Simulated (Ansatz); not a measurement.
System GeO₂ (space group P4_2/mnm, No. 136); source of the atomic positions: a calculation's input that goes back to an entry of the Crystallography Open Database (an earlier step may have relaxed or displaced it).

```cif
data_structure
_symmetry_space_group_name_H-M 'P 1'
_symmetry_Int_Tables_number 1
_cell_length_a 4.3950
_cell_length_b 4.3950
_cell_length_c 2.8600
_cell_angle_alpha 90.000
_cell_angle_beta 90.000
_cell_angle_gamma 90.000
_cell_volume 55.24
loop_
_atom_site_label
_atom_site_type_symbol
_atom_site_fract_x
_atom_site_fract_y
_atom_site_fract_z
_atom_site_occupancy
Ge1 Ge 0.00000 0.00000 0.00000 1
Ge2 Ge 0.50000 0.50000 0.50000 1
O1 O 0.30700 0.30700 0.00000 1
O2 O 0.19300 0.80700 0.50000 1
O3 O 0.69300 0.69300 0.00000 1
O4 O 0.80700 0.19300 0.50000 1
```

Bonds are taken as Ge–O below 2.1 Å. Atoms with one bond or none are removed and atoms with two bonds are replaced by edges, until no such atom is left.

What net does this leave?

The result is a binodal (3,6)-connected, three-periodic net: O is a 3-connected node; Ge is a 6-connected node, in the ratio 2:1. It is the rtl net, known from rutile. It is a single net, without interpenetration.

```
node  links  point symbol  coordination sequence
   O      3         4.6^2      3 14 19 62 51 144
  Ge      6  4^2.6^10.8^3      6 10 38 34 102 74
```

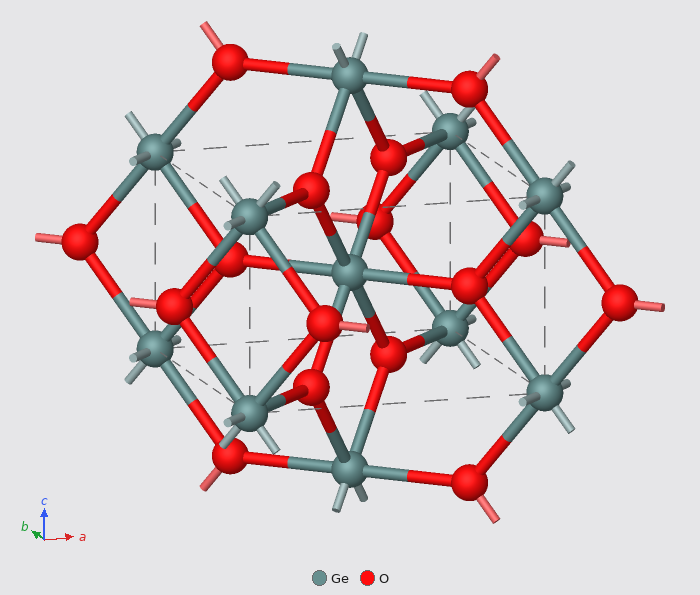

Nodes are coloured by element. Short stubs are edges that leave the cut-out.
